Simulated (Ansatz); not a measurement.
# Geometry relaxation of InSe (part 2 of 2)

InSe (8 atoms in the cell); DFT PBE+D3(BJ), scalar-relativistic, plane waves, PAW, no spin polarisation (Ansatz 0.2.0); cutoff 420 eV, 6×6×2 k-mesh, Gaussian smearing of 0.1 eV. The structure derives from an entry of the Crystallography Open Database.

Geometry of the input (Å; fractional positions):
```
4.0500  0.0000  0.0000
-2.0250  3.5074  0.0000
0.0000  0.0000  16.9300
In 0.3333  0.6667  0.1570
In 0.6667  0.3333  0.6570
In 0.3333  0.6667  0.3430
In 0.6667  0.3333  0.8430
Se 0.3333  0.6667  0.6020
Se 0.6667  0.3333  0.1020
Se 0.3333  0.6667  0.8980
Se 0.6667  0.3333  0.3980
```

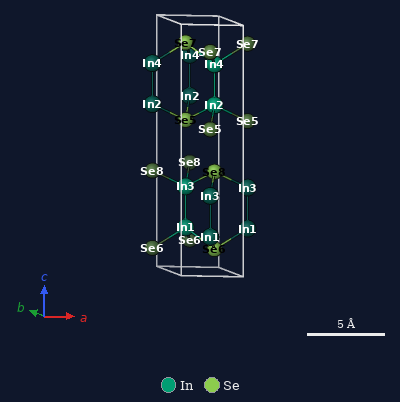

*The geometry at step 2 of the log (ball-and-stick view of the cell of the calculation, seen slightly off an axis; neighbours outside the cell are drawn fainter; atoms are numbered from 1 in the order of the input).*

**Output, continued**
```
relax step   4: F+E_penalty+E_count = -44274.14101568 eV  Δ(F+E_penalty+E_count) = -4.374e-2 eV  max|allowed force component| = 3.049e-2 eV/Å  Δτ_max = 0.0936 Å  P = -0.127 GPa  Ω = 237.345 Å³  energy of the carried Pulay correction = +6.362e-4 eV  (7 SCF iters, dr2 threshold 8.00e-7 eV, accepted)
Initial wavefunctions: pseudopotential atomic-orbital guess (no wavefunctions were taken with the density)
iter 1 solved again at ethr=8.50e-8 eV; its pass at ethr=3.10e-3 eV (dr2=9.86e-5 eV) is discarded
SCF iter   1: F=—  HF=-44274.140426 eV  |F-HF|=—  |Δ(HF+E_count)|=         —  Δρ=2.35e-5  dr2=5.74e-7  ethr=8.50e-8  ⟨swp⟩=3.0  Hψ=6324  notcnv=0
preconditioner: auto → Resta (q_TF=auto, 2.421 Å⁻¹)  ε∞=3.3  [insulator: Δε(μ)=0.320 eV  Ē_g=13.898 eV  σ=0.100 eV  W_gap=0.98  n_scr=66 (ndim 8)  ℏωp=21.0 eV  f_vac=0.084  D(μ)=0.02/eV (n_scr^D=0)  ε∞_Penn≈3.3]
SCF iter   2: F=—  HF=-44274.140451 eV  |F-HF|=—  |Δ(HF+E_count)|=   2.54e-5  Δρ=1.13e-5  dr2=1.74e-7  ethr=4.95e-10  ⟨swp⟩=2.0  Hψ=1682  notcnv=0
SCF iter   3: F=—  HF=-44274.140451 eV  |F-HF|=—  |Δ(HF+E_count)|=   3.74e-7  Δρ=3.40e-6  dr2=3.67e-8  ethr=1.50e-10  ⟨swp⟩=2.3  Hψ=1305  notcnv=0
SCF iter   4: F=-44274.140452 eV  HF=-44274.140452 eV  |F-HF|=5.95e-9  |Δ(HF+E_count)|=   1.23e-7  Δρ=9.26e-7  dr2=3.54e-9  ethr=6.90e-12  ⟨swp⟩=4.1  Hψ=4077  notcnv=0
SCF 5 converged in 4 iterations: F = -44274.140452 eV  dr2 = 3.54e-9
relax step   5: F+E_penalty+E_count = -44274.14045161 eV  Δ(F+E_penalty+E_count) = +5.641e-4 eV  max|allowed force component| = 3.031e-2 eV/Å  Δτ_max = 0.0000 Å  P = -0.130 GPa  Ω = 237.345 Å³  stress off target by 1.53e-1 GPa  SCF on the basis re-selected at this cell (its energy is not comparable with the rows above)  (4 SCF iters)
basis re-selected at this cell: Δ(F+E_penalty+E_count) = +5.641e-4 eV, ΔP = -0.003 GPa vs the last step (what re-selecting the basis moved, of the pressure what is left beyond the Pulay correction that the steps carried, after the strain that the cell walked since its last selection, with what the two solves' SCF thresholds leave and, on support functions, any second-order correction that the steps lacked; it is no measure of the basis error at this ecutwfc). This SCF's stress stands 1.53e-1 GPa from its target on what of the cell is left free (relax.cell.stress_tol is 5.00e-1 GPa) and its largest allowed force component is 3.03e-2 eV/Å (relax.f_tol is 5.00e-2 eV/Å): within both
SCF converged after 4 iterations
Free energy (F): -44274.140452 eV
Harris-Foulkes:  -44274.140452 eV  (|F-HF|=5.95e-9)
Internal energy: -44274.140330 eV  (E = F + TS)
E sigma→0 (E₀):  -44274.140391 eV
Entropy (-TS):   -0.000122 eV (-0.015 meV/atom)
Fermi energy:    7.272021 eV
--- Per-component energies (eV) ---
  E_band       = -1842.506987
  E_kinetic    = 1444.491550
  E_local      = -15871.966531  (includes V_loc(G=0)·N_el)
  E_nonlocal   = -914.126157
  E_hartree    = 7313.030862
  E_xc         = -1277.099607
  E_vxc        = -788.519213  (∫ρ·V_xc dr)
  E_paw        = -24265.400902  (= ΣΔE_a)
  E_vpaw       = -338.448044  (= ΣTr[D̂ρ^β])
  E_aug_tail   = -0.002321  (compensation charges beyond the density's cutoff)
  E_ewald      = -10700.707130
  E_disp       = -2.360095  (pairwise vdW)
  E_smearing   = -0.000122  (= −TS)
  E_closure    = 0.000000  (closes the sum)
  Σ components = -44274.140452   (vs F -44274.140452, Δ=0.00e0)
--- Forces (eV/Å), atoms counted from 1 ---
  atom   1  In     0.00000000    -0.00000000     0.03031170
  atom   2  In     0.00000000     0.00000000     0.03031170
  atom   3  In    -0.00000000    -0.00000000    -0.03031170
  atom   4  In    -0.00000000     0.00000000    -0.03031170
  atom   5  Se    -0.00000000    -0.00000000    -0.01404919
  atom   6  Se    -0.00000000     0.00000000    -0.01404919
  atom   7  Se    -0.00000000    -0.00000000     0.01404919
  atom   8  Se     0.00000000     0.00000000     0.01404919
  max |Σ_I F_I| component: 1.62e-17 eV/Å
--- Stress (GPa, compression-positive) ---
       -0.152905      -0.000000      -0.000000
        0.000000      -0.152905      -0.000000
       -0.000000      -0.000000      -0.085413
  P = ⅓ Tr σ = -0.1304 GPa (-1.304 kbar)
--- Band table (eV; the first three rows and the last of 14) ---
  k-point 0: bands = ["-40.3300", "-40.3300", "-40.3299", "-40.3299", "-40.3299", "-40.3299", "-40.3299", "-40.3299", "-40.3024", "-40.3024", "-40.3024", "-40.3024", "-40.3022", "-40.3022", "-40.3022", "-40.3022", "-40.2921", "-40.2921", "-40.2921", "-40.2921", "-7.6830", "-7.6822", "-7.4984", "-7.4984", "-7.4980", "-7.4980", "-7.4158", "-7.4158", "-7.4156", "-7.4156", "-7.4079", "-7.4079", "-7.4079", "-7.4079", "-7.2344", "-7.2344", "-7.2342", "-7.2342", "-7.2115", "-7.2068", "-6.3427", "-6.2148", "-6.0603", "-5.9202", "0.8406", "1.1766", "2.8615", "3.7121", "5.5957", "5.6992", "5.6992", "5.7707", "5.7707", "5.9073", "5.9073", "5.9835", "5.9835", "7.1122", "7.4318", "8.7920", "9.1848", "9.1918", "11.2647", "11.2647", "11.4122", "11.4122", "12.2035", "12.4643", "12.4643", "12.7401"]
  k-point 1: bands = ["-40.3300", "-40.3300", "-40.3300", "-40.3300", "-40.3299", "-40.3299", "-40.3299", "-40.3299", "-40.3024", "-40.3024", "-40.3024", "-40.3024", "-40.3022", "-40.3022", "-40.3022", "-40.3022", "-40.2921", "-40.2921", "-40.2921", "-40.2921", "-7.6826", "-7.6826", "-7.4982", "-7.4982", "-7.4982", "-7.4982", "-7.4157", "-7.4157", "-7.4157", "-7.4157", "-7.4079", "-7.4079", "-7.4079", "-7.4079", "-7.2343", "-7.2343", "-7.2343", "-7.2343", "-7.2092", "-7.2092", "-6.2932", "-6.2932", "-5.9758", "-5.9758", "0.9887", "0.9887", "3.2606", "3.2606", "5.7287", "5.7287", "5.7287", "5.7287", "5.9517", "5.9517", "5.9517", "5.9517", "6.1947", "6.1947", "8.2928", "8.2928", "9.1975", "9.1975", "11.3315", "11.3315", "11.3315", "11.3315", "12.5967", "12.5967", "12.6075", "12.6075"]
  k-point 2: bands = ["-40.3299", "-40.3299", "-40.3299", "-40.3299", "-40.3299", "-40.3299", "-40.3299", "-40.3299", "-40.3024", "-40.3024", "-40.3024", "-40.3024", "-40.3022", "-40.3022", "-40.3022", "-40.3022", "-40.2921", "-40.2921", "-40.2921", "-40.2921", "-7.6851", "-7.6849", "-7.5783", "-7.5694", "-7.5129", "-7.5029", "-7.4955", "-7.4951", "-7.4146", "-7.4146", "-7.3983", "-7.3981", "-7.3946", "-7.3945", "-7.2737", "-7.2711", "-7.2366", "-7.2363", "-7.1457", "-7.1448", "-6.0720", "-5.9587", "-5.8153", "-5.6898", "1.0164", "1.2230", "2.9597", "3.1821", "4.4187", "4.5324", "4.7345", "5.3748", "5.3898", "5.4761", "5.6278", "5.7419", "6.0633", "6.8688", "8.6607", "9.1818", "9.6817", "9.9854", "10.6034", "10.8790", "11.4437", "11.5342", "11.5679", "11.9852", "12.6431", "13.0218"]
  k-point 13: bands = ["-40.3298", "-40.3298", "-40.3298", "-40.3298", "-40.3298", "-40.3298", "-40.3298", "-40.3298", "-40.3025", "-40.3025", "-40.3023", "-40.3023", "-40.3023", "-40.3023", "-40.3022", "-40.3022", "-40.2920", "-40.2920", "-40.2920", "-40.2920", "-7.7924", "-7.7924", "-7.6997", "-7.6997", "-7.6233", "-7.6233", "-7.5173", "-7.5173", "-7.4076", "-7.4076", "-7.3705", "-7.3705", "-7.3590", "-7.3590", "-7.2681", "-7.2681", "-7.2662", "-7.2662", "-7.0703", "-7.0703", "-4.9522", "-4.9522", "-4.8903", "-4.8903", "0.9320", "0.9320", "1.6968", "1.6968", "3.1711", "3.1711", "3.6320", "3.6320", "4.5650", "4.5650", "4.7143", "4.7143", "5.5798", "5.5798", "8.8827", "8.8827", "9.3641", "9.3641", "10.5283", "10.5283", "11.4423", "11.4423", "12.6733", "12.6733", "13.6137", "13.6137"]
--- Relaxed structure (4 steps of the walk, 4 accepted, 1 SCFs on fresh bases) ---
  F+E_penalty+E_count = -44274.14045161 eV   max|allowed force component| = 3.031e-2 eV/Å   (the final SCF, on the basis selected at the relaxed cell)
  cell:  # Å, volume = 237.3448 Å³
    - [4.043595160636128, 1.0703232580143506e-32, 0.0]
    - [-2.021797580318064, 3.5018561317307055, -7.484278856610384e-19]
    - [0.0, -3.612612644577234e-18, 16.761531463885078]
  atoms:
    - { symbol: In, position: [0.33333333333333326, 0.6666666666666665, 0.16650972286810778] }
    - { symbol: In, position: [0.6666666666666666, 0.33333333333333326, 0.6665097228681078] }
    - { symbol: In, position: [0.33333333333333326, 0.6666666666666665, 0.3334902771318922] }
    - { symbol: In, position: [0.6666666666666666, 0.33333333333333326, 0.833490277131892] }
    - { symbol: Se, position: [0.33333333333333326, 0.6666666666666665, 0.5902354810159515] }
    - { symbol: Se, position: [0.6666666666666666, 0.33333333333333326, 0.0902354810159516] }
    - { symbol: Se, position: [0.33333333333333326, 0.6666666666666665, 0.9097645189840484] }
    - { symbol: Se, position: [0.6666666666666666, 0.33333333333333326, 0.4097645189840484] }
```

**Trajectory as extended XYZ (Å, eV, eV/Å), 5 frames, from step=1 to step=5**
```
8
Lattice="4.0500 0.0000 0.0000 -2.0250 3.5074 0.0000 0.0000 0.0000 16.9300" Properties=species:S:1:pos:R:3:forces:R:3 step=1 energy=-44272.28792 pressure_GPa=5.90
In    0.0000    2.3383    2.6580    0.0000   0.0000   2.8759
In    2.0250    1.1691   11.1230    0.0000   0.0000   2.8759
In    0.0000    2.3383    5.8070    0.0000   0.0000  -2.8759
In    2.0250    1.1691   14.2720    0.0000   0.0000  -2.8759
Se    0.0000    2.3383   10.1919    0.0000   0.0000  -2.0115
Se    2.0250    1.1691    1.7269    0.0000   0.0000  -2.0115
Se    0.0000    2.3383   15.2031    0.0000   0.0000   2.0115
Se    2.0250    1.1691    6.7381    0.0000   0.0000   2.0115
8
Lattice="4.1012 0.0000 0.0000 -2.0506 3.5517 0.0000 0.0000 0.0000 16.7416" Properties=species:S:1:pos:R:3:forces:R:3 step=2 energy=-44274.05201 pressure_GPa=0.19
In    0.0000    2.3678    2.8209    0.0000   0.0000  -0.2002
In    2.0506    1.1839   11.1917    0.0000   0.0000  -0.2002
In    0.0000    2.3678    5.5500    0.0000   0.0000   0.2002
In    2.0506    1.1839   13.9208    0.0000   0.0000   0.2002
Se    0.0000    2.3678    9.9802    0.0000   0.0000  -0.2789
Se    2.0506    1.1839    1.6094    0.0000   0.0000  -0.2789
Se    0.0000    2.3678   15.1323    0.0000   0.0000   0.2789
Se    2.0506    1.1839    6.7615    0.0000   0.0000   0.2789
8
Lattice="4.0054 0.0000 0.0000 -2.0027 3.4688 0.0000 0.0000 0.0000 16.6257" Properties=species:S:1:pos:R:3:forces:R:3 step=3 energy=-44274.09728 pressure_GPa=-0.21
In    0.0000    2.3125    2.7383    0.0000   0.0000   0.0510
In    2.0027    1.1563   11.0511    0.0000   0.0000   0.0510
In    0.0000    2.3125    5.5746    0.0000   0.0000  -0.0510
In    2.0027    1.1563   13.8874    0.0000   0.0000  -0.0510
Se    0.0000    2.3125    9.7211    0.0000   0.0000   0.2734
Se    2.0027    1.1563    1.4083    0.0000   0.0000   0.2734
Se    0.0000    2.3125   15.2174    0.0000   0.0000  -0.2734
Se    2.0027    1.1563    6.9046    0.0000   0.0000  -0.2734
8
Lattice="4.0436 0.0000 0.0000 -2.0218 3.5019 0.0000 0.0000 0.0000 16.7615" Properties=species:S:1:pos:R:3:forces:R:3 step=4 energy=-44274.14102 pressure_GPa=-0.13
In    0.0000    2.3346    2.7910    0.0000   0.0000   0.0305
In    2.0218    1.1673   11.1717    0.0000   0.0000   0.0305
In    0.0000    2.3346    5.5898    0.0000   0.0000  -0.0305
In    2.0218    1.1673   13.9706    0.0000   0.0000  -0.0305
Se    0.0000    2.3346    9.8933    0.0000   0.0000  -0.0139
Se    2.0218    1.1673    1.5125    0.0000   0.0000  -0.0139
Se    0.0000    2.3346   15.2490    0.0000   0.0000   0.0139
Se    2.0218    1.1673    6.8683    0.0000   0.0000   0.0139
8
Lattice="4.0436 0.0000 0.0000 -2.0218 3.5019 0.0000 0.0000 0.0000 16.7615" Properties=species:S:1:pos:R:3:forces:R:3 step=5 energy=-44274.14045 pressure_GPa=-0.13
In    0.0000    2.3346    2.7910    0.0000   0.0000   0.0303
In    2.0218    1.1673   11.1717    0.0000   0.0000   0.0303
In    0.0000    2.3346    5.5898    0.0000   0.0000  -0.0303
In    2.0218    1.1673   13.9706    0.0000   0.0000  -0.0303
Se    0.0000    2.3346    9.8933    0.0000   0.0000  -0.0140
Se    2.0218    1.1673    1.5125    0.0000   0.0000  -0.0140
Se    0.0000    2.3346   15.2490    0.0000   0.0000   0.0140
Se    2.0218    1.1673    6.8683    0.0000   0.0000   0.0140
```

**Summary**

```json
{"quantity": "outcome", "value": "converged"}
{"quantity": "space group (tolerance 0.01 Å)", "value": "P6₃/mmc (194)"}
{"quantity": "electrons treated", "value": "116"}
{"quantity": "free energy", "value": "−44274.1405 eV"}
{"quantity": "Fermi energy", "value": "7.272 eV"}
{"quantity": "gap on the k-point mesh", "value": "0.32 eV"}
{"quantity": "pressure", "value": "−0.13 GPa"}
{"quantity": "final volume", "value": "237.34 Å³"}
{"quantity": "largest force (length of the vector) at the end", "value": "0.030 eV/Å"}
{"quantity": "final cell", "value": "a = 4.044 Å, b = 4.044 Å, c = 16.762 Å, α = 90.00°, β = 90.00°, γ = 120.00°"}
{"quantity": "hardware", "value": "2 threads of Intel Xeon (Granite Rapids), 192 GiB of memory available, shared host"}
{"quantity": "wall time", "value": "21 s (CPU time 40 s)"}
{"quantity": "peak memory", "value": "0.69 GiB"}
```
